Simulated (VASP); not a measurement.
# Which face does Nb expose?, part 2 of 6

How do surface energy, work function and relaxation of Nb depend on the face?

VASP 6.6.1; PBEsol; plane waves and PAW (Nb_pv).

So far. Step 3 (The bulk reference, job self-consistent run, k-mesh …): The run ends at a pressure of -0.33 GPa.

## 4. Relaxing the slab, 7 atoms, face Nb(110)

System of this step: Nb(110). The cell holds 7 atoms: 7 Nb. Cell: a = 3.284 Å, b = 2.844 Å, c = 28.933 Å, α = 90.0°, β = 90.0°, γ = 54.7°. It derives from Nb. 7 layers of bcc Nb, cut at this functional's lattice. Vacuum lies along c.

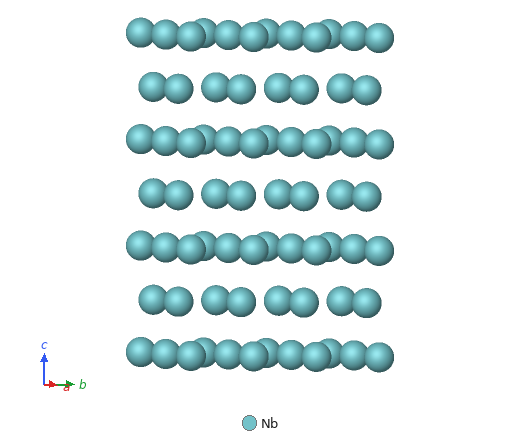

The cell of this step (niobium teal). 2×3×1 cells are drawn. Some periodic images of atoms are drawn too.

All atoms relax at the fixed cell.

File INCAR:

```
SYSTEM = Nb
PREC = Normal
ENCUT = 320
EDIFF = 1E-05
NELM = 120
ISMEAR = 1
SIGMA = 0.15
LREAL = .FALSE.
ALGO = Fast
GGA = PS
NBANDS = 47
LASPH = .TRUE.
LORBIT = 11
LWAVE = .FALSE.
LCHARG = .FALSE.
KPAR = 4
IBRION = 2
NSW = 40
ISIF = 2
EDIFFG = -0.03
POTIM = 0.4
MAXMIX = 40
```

File POSCAR:

```
Nb
1.0
    3.2839955470      0.0000000000      0.0000000000
    1.6419977735      2.3221355207      0.0000000000
    0.0000000000      0.0000000000     28.9328131240
Nb
7
Direct
    0.0000000000      0.0000000000      0.2592212500
    0.5000000000      0.0000000000      0.3394808300
    0.0000000000      0.0000000000      0.4197404200
    0.5000000000      0.0000000000      0.5000000000
    0.0000000000      0.0000000000      0.5802595800
    0.5000000000      0.0000000000      0.6605191700
    0.0000000000      0.0000000000      0.7407787500
```

File KPOINTS:

```
Automatic mesh
0
Gamma
13 13 1
0 0 0
```

The projector-augmented-wave data sets are Nb_pv (PBE family, release 64).

The run is started by

```bash
> mpirun -np 4 vasp_std
```

The log of the run:

```text
[banner, memory and clock lines left out]
running    4 mpi-ranks, on    1 nodes
 distrk:  each k-point on    1 cores,    4 groups
 distr:  one band on    1 cores,    1 groups

 POSCAR found type information on POSCAR Nb
 POSCAR found :  1 types and       7 ions
 [... a notice as in an earlier step ...]

 LDA part: xc-table for (Slater+PW92), standard interpolation
 POSCAR, INCAR and KPOINTS ok, starting setup
 FFT: planning ... GRIDC
 FFT: planning ... GRID_SOFT
 FFT: planning ... GRID
 WAVECAR not read
 entering main loop
       N       E                     dE             d eps       ncg     rms          rms(c)
DAV:   1     0.770247635434E+03    0.77025E+03   -0.32789E+04  5790   0.116E+03
DAV:   2    -0.197869900934E+02   -0.79003E+03   -0.77040E+03  4929   0.646E+02
DAV:   3    -0.760096594780E+02   -0.56223E+02   -0.52497E+02  7446   0.138E+02
DAV:   4    -0.802289561423E+02   -0.42193E+01   -0.39567E+01  7036   0.372E+01
DAV:   5    -0.805135730416E+02   -0.28462E+00   -0.27071E+00  7693   0.774E+00    0.479E+01
RMM:   6    -0.126787056733E+03   -0.46273E+02   -0.12930E+02  6120   0.471E+01    0.265E+01
RMM:   7    -0.129063242751E+03   -0.22762E+01   -0.12083E+02  6095   0.666E+01    0.262E+01
RMM:   8    -0.827568354725E+02    0.46306E+02   -0.10151E+01  4934   0.300E+01    0.136E+01
RMM:   9    -0.753475569291E+02    0.74093E+01   -0.52685E+00  5430   0.137E+01    0.100E+01
RMM:  10    -0.759769159936E+02   -0.62936E+00   -0.25603E+00  5990   0.726E+00    0.871E+00
RMM:  11    -0.761269289958E+02   -0.15001E+00   -0.10088E+00  6673   0.299E+00    0.888E+00
RMM:  12    -0.765557446692E+02   -0.42882E+00   -0.71994E-01  6689   0.222E+00    0.921E+00
RMM:  13    -0.759807510464E+02    0.57499E+00   -0.30419E-01  6467   0.167E+00    0.862E+00
RMM:  14    -0.745395384669E+02    0.14412E+01   -0.83077E-01  6712   0.375E+00    0.607E+00
RMM:  15    -0.743570382956E+02    0.18250E+00   -0.34833E+00  7384   0.588E+00    0.573E+00
RMM:  16    -0.737324053301E+02    0.62463E+00   -0.63324E-01  6381   0.299E+00    0.401E+00
RMM:  17    -0.737760797037E+02   -0.43674E-01   -0.30370E-01  6789   0.138E+00    0.418E+00
RMM:  18    -0.738406416256E+02   -0.64562E-01   -0.14976E-01  6455   0.107E+00    0.455E+00
RMM:  19    -0.740757386994E+02   -0.23510E+00   -0.41344E-01  7024   0.202E+00    0.589E+00
RMM:  20    -0.743919772295E+02   -0.31624E+00   -0.32437E-01  6730   0.175E+00    0.715E+00
RMM:  21    -0.744079834092E+02   -0.16006E-01   -0.10958E-01  7225   0.843E-01    0.728E+00
RMM:  22    -0.743967115404E+02    0.11272E-01   -0.79861E-02  6496   0.497E-01    0.728E+00
RMM:  23    -0.744066660772E+02   -0.99545E-02   -0.33174E-02  6415   0.315E-01    0.731E+00
RMM:  24    -0.742948154724E+02    0.11185E+00   -0.52382E-02  7047   0.780E-01    0.709E+00
RMM:  25    -0.742094125894E+02    0.85403E-01   -0.30875E-02  6485   0.545E-01    0.685E+00
RMM:  26    -0.741297382625E+02    0.79674E-01   -0.53612E-02  7405   0.932E-01    0.669E+00
RMM:  27    -0.740524661254E+02    0.77272E-01   -0.67735E-02  7565   0.103E+00    0.634E+00
RMM:  28    -0.740399228793E+02    0.12543E-01   -0.22155E-02  6621   0.342E-01    0.627E+00
RMM:  29    -0.740561835853E+02   -0.16261E-01   -0.19744E-02  6340   0.292E-01    0.636E+00
RMM:  30    -0.740021591489E+02    0.54024E-01   -0.10930E-02  6878   0.436E-01    0.611E+00
[...]
RMM:  47    -0.735229489398E+02    0.12791E-02   -0.10099E-02  7316   0.385E-01    0.445E-01
RMM:  48    -0.735208807103E+02    0.20682E-02   -0.34752E-03  6771   0.237E-01    0.221E-01
RMM:  49    -0.735206974497E+02    0.18326E-03   -0.17213E-03  6532   0.132E-01    0.144E-01
RMM:  50    -0.735207754504E+02   -0.78001E-04   -0.10898E-03  5887   0.844E-02    0.111E-01
RMM:  51    -0.735206872661E+02    0.88184E-04   -0.64400E-04  5478   0.859E-02    0.785E-02
RMM:  52    -0.735206693101E+02    0.17956E-04   -0.48342E-04  4861   0.568E-02    0.561E-02
RMM:  53    -0.735206965310E+02   -0.27221E-04   -0.27776E-04  3963   0.392E-02    0.545E-02
RMM:  54    -0.735207098068E+02   -0.13276E-04   -0.21565E-04  3747   0.343E-02    0.543E-02
RMM:  55    -0.735207157565E+02   -0.59496E-05   -0.14521E-04  3462   0.255E-02    0.425E-02
RMM:  56    -0.735207211436E+02   -0.53871E-05   -0.11116E-04  3124   0.281E-02    0.428E-02
RMM:  57    -0.735207152463E+02    0.58973E-05   -0.10639E-04  3881   0.297E-02    0.221E-02
RMM:  58    -0.735207232298E+02   -0.79835E-05   -0.77733E-05  3283   0.228E-02
   1 F= -.73520723E+02 E0= -.73521419E+02  d E =-.735207E+02
 curvature:   0.00 expect dE= 0.000E+00 dE for cont linesearch  0.000E+00
 trial: gam= 0.00000 g(F)=  0.195E-01 g(S)=  0.000E+00 ort = 0.000E+00 (trialstep = 0.100E+01)
 search vector abs. value=  0.195E-01
 bond charge predicted
       N       E                     dE             d eps       ncg     rms          rms(c)
DAV:   1    -0.734956867071E+02    0.25029E-01   -0.29551E+00  6438   0.163E+01    0.600E-01
RMM:   2    -0.735717815640E+02   -0.76095E-01   -0.48455E-01  6286   0.444E+00    0.197E+00
RMM:   3    -0.735595981642E+02    0.12183E-01   -0.11211E-01  6645   0.238E+00    0.123E+00
RMM:   4    -0.735424863295E+02    0.17112E-01   -0.18462E-02  5540   0.111E+00    0.667E-01
RMM:   5    -0.735390744549E+02    0.34119E-02   -0.12845E-02  6076   0.512E-01    0.485E-01
RMM:   6    -0.735382727757E+02    0.80168E-03   -0.47504E-03  7125   0.276E-01    0.374E-01
RMM:   7    -0.735376916125E+02    0.58116E-03   -0.10066E-02  6486   0.513E-01    0.187E-01
RMM:   8    -0.735387598828E+02   -0.10683E-02   -0.62743E-03  6375   0.253E-01    0.269E-01
RMM:   9    -0.735368997720E+02    0.18601E-02   -0.20317E-03  5754   0.290E-01    0.925E-02
RMM:  10    -0.735368430893E+02    0.56683E-04   -0.14904E-03  5963   0.156E-01    0.601E-02
RMM:  11    -0.735367831344E+02    0.59955E-04   -0.35439E-04  5624   0.117E-01    0.364E-02
RMM:  12    -0.735367928186E+02   -0.96842E-05   -0.21962E-04  4954   0.534E-02    0.199E-02
RMM:  13    -0.735368098069E+02   -0.16988E-04   -0.51054E-05  3783   0.435E-02    0.194E-02
RMM:  14    -0.735368092332E+02    0.57373E-06   -0.55070E-05  3570   0.277E-02
   2 F= -.73536809E+02 E0= -.73537068E+02  d E =-.160860E-01
[... from here on, the cycles between the ionic steps are left out ...]
   3 F= -.73547145E+02 E0= -.73546271E+02  d E =-.264217E-01
   4 F= -.73547304E+02 E0= -.73546584E+02  d E =-.265812E-01
   5 F= -.73547305E+02 E0= -.73546548E+02  d E =-.265820E-01
   6 F= -.73548752E+02 E0= -.73548099E+02  d E =-.144676E-02
   7 F= -.73549356E+02 E0= -.73548766E+02  d E =-.205098E-02
   8 F= -.73549697E+02 E0= -.73549206E+02  d E =-.239160E-02
   9 F= -.73549748E+02 E0= -.73549231E+02  d E =-.244262E-02
  10 F= -.73549729E+02 E0= -.73549223E+02  d E =-.242359E-02
  11 F= -.73549724E+02 E0= -.73549213E+02  d E =-.241858E-02
  12 F= -.73549965E+02 E0= -.73549476E+02  d E =-.241033E-03
  13 F= -.73550881E+02 E0= -.73550467E+02  d E =-.115707E-02
 curvature:  -4.07 expect dE=-0.706E-03 dE for cont linesearch -0.244E-04
 trial: gam= 0.82224 g(F)=  0.174E-03 g(S)=  0.000E+00 ort = 0.322E-04 (trialstep = 0.147E+01)
 search vector abs. value=  0.344E-03
 bond charge predicted
       N       E                     dE             d eps       ncg     rms          rms(c)
DAV:   1    -0.735497189362E+02    0.11526E-02   -0.10538E-01  5866   0.318E+00    0.365E-01
RMM:   2    -0.735513173982E+02   -0.15985E-02   -0.12671E-02  6074   0.749E-01    0.394E-01
RMM:   3    -0.735513699672E+02   -0.52569E-04   -0.26369E-03  6301   0.406E-01    0.406E-01
RMM:   4    -0.735514371819E+02   -0.67215E-04   -0.52697E-04  5976   0.136E-01    0.408E-01
RMM:   5    -0.735514394080E+02   -0.22261E-05   -0.12362E-04  4101   0.636E-02    0.412E-01
RMM:   6    -0.735513885207E+02    0.50887E-04   -0.22523E-05  3014   0.337E-02    0.423E-01
RMM:   7    -0.735514163063E+02   -0.27786E-04   -0.97183E-06  2780   0.265E-02    0.429E-01
RMM:   8    -0.735514607188E+02   -0.44413E-04   -0.70336E-06  2712   0.215E-02    0.433E-01
RMM:   9    -0.735514604014E+02    0.31747E-06   -0.36169E-06  2676   0.194E-02
  14 F= -.73551460E+02 E0= -.73550951E+02  d E =-.579523E-03
 trial-energy change:   -0.000580  1 .order   -0.000254   -0.000293   -0.000214
 step:   5.4037(harm=  5.4037)  dis= 0.01028  next Energy=   -73.551421 (dE=-0.541E-03)
 reached required accuracy - stopping structural energy minimisation
```

Elapsed: 7.4 min, on 4 MPI ranks of AMD EPYC 7R43, shared host; peak memory 0.99 GiB; 29 min of CPU time.

From OUTCAR (step 4):

```text
  LATTYP: Found a base centered orthorhombic cell.
 ALAT       =     3.2839955470
 B/A-ratio  =     1.4142135624
 C/A-ratio  =     8.8102473679

 Subroutine GETGRP returns: Found  8 space group operations
 (whereof  8 operations were pure point group operations)

The static configuration has the point symmetry D_2h.

 Found     49 irreducible k-points:

   k-points           NKPTS =     49   k-points in BZ     NKDIM =     49   number of bands    NBANDS=     47

   dimension x,y,z NGX =    14 NGY =   12 NGZ =  128
   dimension x,y,z NGXF=    28 NGYF=   24 NGZF=  256

   ENCUT  =  320.0 eV  23.52 Ry    4.85 a.u.   4.79  4.15 42.20*2*pi/ulx,y,z

   NELECT =      77.0000    total number of electrons

 E-fermi :   0.9043

 k-point     1 :       0.0000    0.0000    0.0000
  band No.  band energies     occupation
    ...
     32       0.0013      2.00000
     33       0.4584      2.00022
     34       0.4613      2.00024
     35       0.5124      2.00138
     36       0.8468      1.59879
     37       0.9942      0.16054
     38       1.0296      0.00276
     39       1.1290     -0.05549
     40       1.1859     -0.02329
     41       1.3632     -0.00013
    ...

 k-point     2 :       0.0769    0.0000    0.0000
  band No.  band energies     occupation
    ...
     33       0.3653      2.00000
     34       0.4074      2.00003
     35       0.4892      2.00065
     36       0.7940      1.94326
     37       0.8183      1.81545
     38       0.9642      0.38014
     39       1.0536     -0.04936
     40       1.2811     -0.00219
     41       1.2842     -0.00200
     42       1.4294     -0.00001
    ...

  Total       -3.1143352     -4.2410506     -0.6311323      0.0000000      0.0000000      0.0000000
  in kB      -22.6149249    -30.7966338     -4.5830038      0.0000000      0.0000000      0.0000000
  external PRESSURE =     -19.3315208 kB  Pullay stress =       0.0000000 kB

  energy-cutoff  :      320.00
  volume of cell :      220.64
      direct lattice vectors                 reciprocal lattice vectors
     3.283995547  0.000000000  0.000000000     0.304507112 -0.215319044  0.000000000
     1.641997773  2.322135521  0.000000000     0.000000000  0.430638088  0.000000000
     0.000000000  0.000000000 28.932813124     0.000000000  0.000000000  0.034562833

 POSITION                                       TOTAL-FORCE (eV/Angst)
 -----------------------------------------------------------------------------------
      1.64200      2.32214      7.55786        -0.000000      0.000000      0.015280
      1.64200      0.00000      9.80376         0.000000      0.000000     -0.001654
      0.00000      0.00000     12.13907         0.000000      0.000000      0.025305
      1.64200      0.00000     14.46641         0.000000      0.000000     -0.000000
      0.00000      0.00000     16.79375         0.000000      0.000000     -0.025305
      3.28400      2.32214     19.12905        -0.000000      0.000000      0.001654
      3.28400      0.00000     21.37495        -0.000000     -0.000000     -0.015280
 -----------------------------------------------------------------------------------
    total drift:                               -0.000000      0.000000      0.000000

  FREE ENERGIE OF THE ION-ELECTRON SYSTEM (eV)
  ---------------------------------------------------
  free  energy   TOTEN  =       -73.5514604014 eV

  energy  without entropy=      -73.5499317588  energy(sigma->0) =      -73.55095085

 total charge
# of ion       s       p       d       tot
------------------------------------------
    1        0.420   6.196   3.116   9.731
    2        0.436   6.326   3.133   9.895
    3        0.429   6.308   3.123   9.860
    4        0.431   6.299   3.142   9.871
    5        0.429   6.308   3.123   9.860
    6        0.436   6.326   3.133   9.895
    7        0.420   6.196   3.116   9.731
--------------------------------------------------
tot          3.001  43.958  21.885  68.844

[... 1 part as in an earlier step ...]

[... 7 further parts left out ...]
```

CONTCAR:

```
Nb
   1.00000000000000
     3.2839955470000000    0.0000000000000000    0.0000000000000000
     1.6419977735000000    2.3221355206999998    0.0000000000000000
     0.0000000000000000    0.0000000000000000   28.9328131239999990
  Nb
     7
Direct
     0.0000000000000000    1.0000000000000000    0.2612210544933092
     0.5000000000000000    0.0000000000000000    0.3388457841373194
     0.0000000000000000    0.0000000000000000    0.4195605692012156
     0.5000000000000000    0.0000000000000000    0.5000000000000000
     0.0000000000000000    0.0000000000000000    0.5804394307987845
     0.5000000000000000    1.0000000000000000    0.6611542158626805
     1.0000000000000000    0.0000000000000000    0.7387789455066908
```

The run keeps the 8 symmetry operations of its start, so it cannot find a distortion of lower symmetry.

The steps of the relaxation:

| step | energy less that of the first step (eV) | largest force (eV/Å) |
| --- | --- | --- |
| 1 | 0.0000 | 0.3635 |
| 2 | -0.0161 | 0.2620 |
| 3 | -0.0264 | 0.0981 |
| 4 | -0.0266 | 0.0905 |
| 5 | -0.0266 | 0.0920 |
| 6 | -0.0280 | 0.0563 |
| 7 | -0.0286 | 0.0483 |
| 8 | -0.0290 | 0.0459 |
| 9 | -0.0290 | 0.0384 |
| 10 | -0.0290 | 0.0352 |
| 11 | -0.0290 | 0.0373 |
| 12 | -0.0292 | 0.0310 |
| 13 | -0.0302 | 0.0337 |
| 14 | -0.0307 | 0.0253 |

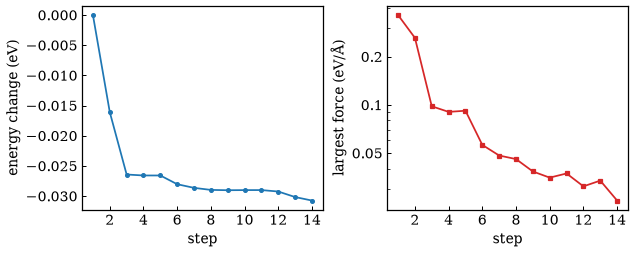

Energy and largest force along the relaxation.

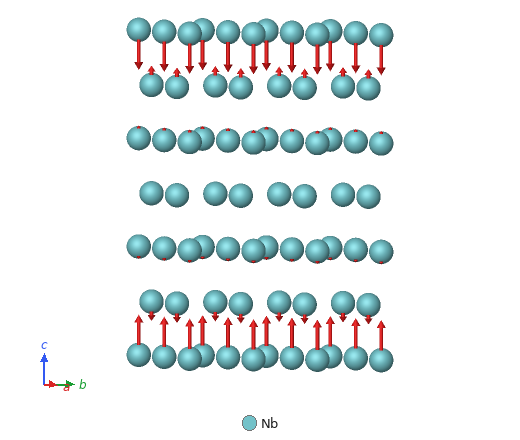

Displacements in the relaxation, exaggerated; the longest in the cell stands for 0.06 Å. 2×3×1 cells are drawn. Some periodic images of atoms are drawn too.

The atoms that moved most (Å):

| atom | dx | dy | dz | length |
| --- | --- | --- | --- | --- |
| Nb1 | 0.000 | 0.000 | 0.058 | 0.058 |
| Nb7 | 0.000 | 0.000 | -0.058 | 0.058 |
| Nb2 | 0.000 | 0.000 | -0.018 | 0.018 |
| Nb6 | 0.000 | 0.000 | 0.018 | 0.018 |
| Nb5 | 0.000 | 0.000 | 0.005 | 0.005 |
| Nb3 | 0.000 | 0.000 | -0.005 | 0.005 |

The relaxed structure:

```
Nb
1.0
     3.28400    0.00000    0.00000
     1.64200    2.32214    0.00000
     0.00000    0.00000   28.93281
Nb
7
Cartesian
  0.0000 0.0000 7.5579
  1.6420 0.0000 9.8038
  0.0000 0.0000 12.1391
  1.6420 0.0000 14.4664
  0.0000 0.0000 16.7937
  1.6420 0.0000 19.1291
  0.0000 0.0000 21.3750
```

This step gave:

```
electronic cycles       : 157
electrons               : 77
free energy (TOTEN)     : -73.5515 eV
energy at zero smearing : -73.5510 eV
Fermi energy            : 0.9043 eV
```

The run ended after 14 ionic steps, 0.031 eV below its first step, once the forces on the free atoms met EDIFFG = -0.03.

[end of part 2 of 6]

[Lines on the potential files, build, host, timing and source positions are cut from VASP's logs without a mark.]

[Logs are printed without paths, hosts, clocks, repeated set-up lines and the standing remarks that a program may print on its own settings, such as how far it seeks lower states.]

[Hosts, paths, dates, database ids (printed as entryN), source tags and the programs' standing remarks are cut or masked in the printed files.]

[Runs that stopped without an error message from VASP are left out.]

[In band tables of VASP the shares of atoms and orbitals are scaled to a sum of 1 inside the atoms' spheres.]
